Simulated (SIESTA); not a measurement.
# Energy of NiSi₂ along an even scaling of the cell

System: NiSi₂ (Fm-3m, 3 atoms in the cell).
Method: Kohn-Sham DFT of a periodic cell, PBE, PseudoDojo 0.4 standard, converted to PSML, spin-polarised (SIESTA 5.4.2).

The 7 runs differ only in the geometry, by an even scaling of the cell at fixed fractional positions. The structure derives from an entry of the Crystallography Open Database.

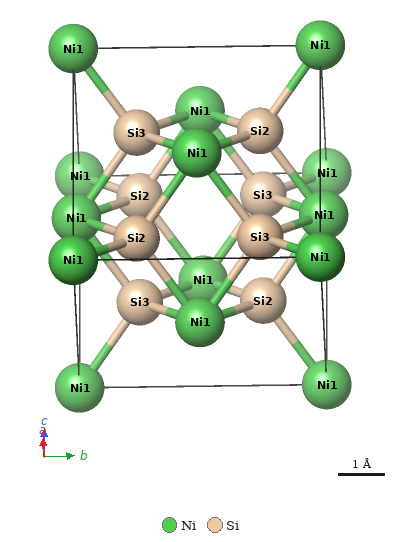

Figure 1. The structure of run 4 (ball-and-stick view of the cell 4 times as large as that of the calculation, set on its symmetry axes, seen at an oblique angle; atoms are numbered from 1 in the order of the input). An atom can appear more than once, as a periodic image.

## Input of run 4
```
SystemName                      Si2Ni
SystemLabel                     Si2Ni
NumberOfSpecies                 2
NumberOfAtoms                   3
%block ChemicalSpeciesLabel
  1  28 Ni
  2  14 Si
%endblock ChemicalSpeciesLabel

LatticeConstant                 1.0 Ang
%block LatticeVectors
     0.0000000000     2.7030000000     2.7030000000
     2.7030000000     0.0000000000     2.7030000000
     2.7030000000     2.7030000000     0.0000000000
%endblock LatticeVectors
AtomicCoordinatesFormat         Fractional
%block AtomicCoordinatesAndAtomicSpecies
     0.0000000000     0.0000000000     0.0000000000  1  Ni
     0.7500000000     0.7500000000     0.7500000000  2  Si
     0.2500000000     0.2500000000     0.2500000000  2  Si
%endblock AtomicCoordinatesAndAtomicSpecies

%block kgrid.MonkhorstPack
    9   0   0  0.0
    0   9   0  0.0
    0   0   9  0.0
%endblock kgrid.MonkhorstPack
XC.Functional                   GGA
XC.Authors                      PBE
PAO.BasisSize                   DZP
PAO.EnergyShift                 0.003 Ry
Mesh.Cutoff                     800 Ry
Spin                            polarized
%block DM.InitSpin
    1   1.000
    2   0.000
    3   0.000
%endblock DM.InitSpin
OccupationFunction              FD
ElectronicTemperature           0.05 eV
MaxSCFIterations                200
SCF.MustConverge                false
SCF.Mixer.Method                Pulay
SCF.Mixer.Weight                0.1
SCF.Mixer.History               10
SCF.DM.Tolerance                5.0e-05
SCF.H.Tolerance                 1.0e-03 eV
WriteForces                     true
Charge.Mulliken                 end
Charge.Hirshfeld                end
Charge.Voronoi                  end
SaveRho                         true
SaveElectrostaticPotential      true
%block PAO.Basis
  Ni 5
  n=3 0 2
    2.432 0.000
  n=4 0 2
    7.095 0.000
  n=3 1 2
    2.716 0.000
  n=4 1 1
    7.095
  n=3 2 2
    4.466 0.000
%endblock PAO.Basis
```

Command:
```bash
siesta < Si2Ni.fdf > Si2Ni.out 2>&1
```

Run 6 has the same physical settings and fractional positions; its lattice vectors (Å) are:
```
   0.000000    2.738570    2.738570
   2.738570    0.000000    2.738570
   2.738570    2.738570    0.000000
```

## Results, with one run withheld

```tsv
run	volume per atom (Å³)	free energy per atom, from the lowest run given (meV)	pressure (GPa)
1	12.376	49.17	15.23
2	12.639	27.69	10.94
3	12.902	12.84	7.19
4	13.166	3.80	3.90
5	13.429	0.00	0.77
6	13.692	?	?
7	13.956	6.58	−4.60
```

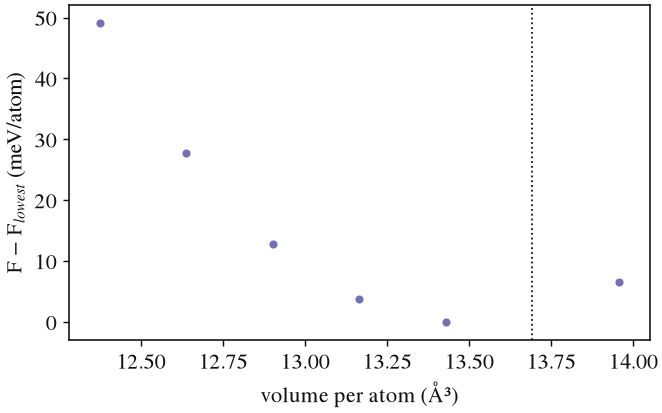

Figure 2. Free energy per atom of the runs given; the dotted line marks run 6.

Estimate the energy of run 6 from the others.

A cubic polynomial in V^(−2/3) (the Birch–Murnaghan form), fitted to the 6 runs given, misses them by at most 0.04 meV per atom. With x = V^(−2/3) − 0.18031 Å⁻², it reads F = 6.6959 + 3486.9 x + 4.4686e+05 x² + 2.0153e+05 x³ (meV per atom). At run 6 it gives 1.12 meV per atom, and the run itself gives 1.03. The slope of the fit gives a pressure −dF/dV of −2.02 GPa there, and the run prints −2.07 GPa. The fit has its minimum at 13.498 Å³ per atom, where V d²F/dV² gives 146 GPa: the bulk modulus at this level, since symmetry fixes the shape and the positions.

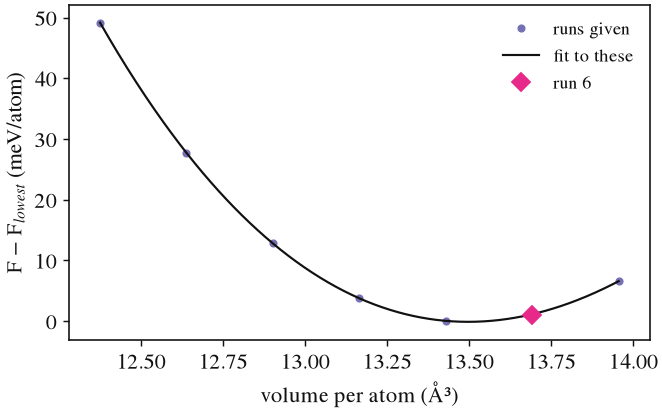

Figure 3. The fit and the withheld run.

## Some lines of the output (run 6)
```
[...]
outcell: Cell volume (Ang**3)        :     41.0773
stepf: Fermi-Dirac step function
siesta: Etot    =     -4789.439737
siesta: FreeEng =     -4789.445851
        iscf     Eharris(eV)        E_KS(eV)     FreeEng(eV)     dDmax    Ef(eV) dHmax(eV)
siesta: E_KS(eV) =            -4796.5104
siesta: E_KS - E_eggbox =     -4796.5104
siesta: Etot    =     -4796.510393
siesta: FreeEng =     -4796.516275
siesta:         Fermi =      -4.870574
siesta: Cell volume =         41.077260 Ang**3
    Orbital volume contribution        =           3.042051 eV
```

Notes: Points of doubt noted for this run: mulliken charges of long orbitals. With a small basis of atomic orbitals these values can differ much from converged plane-wave results.
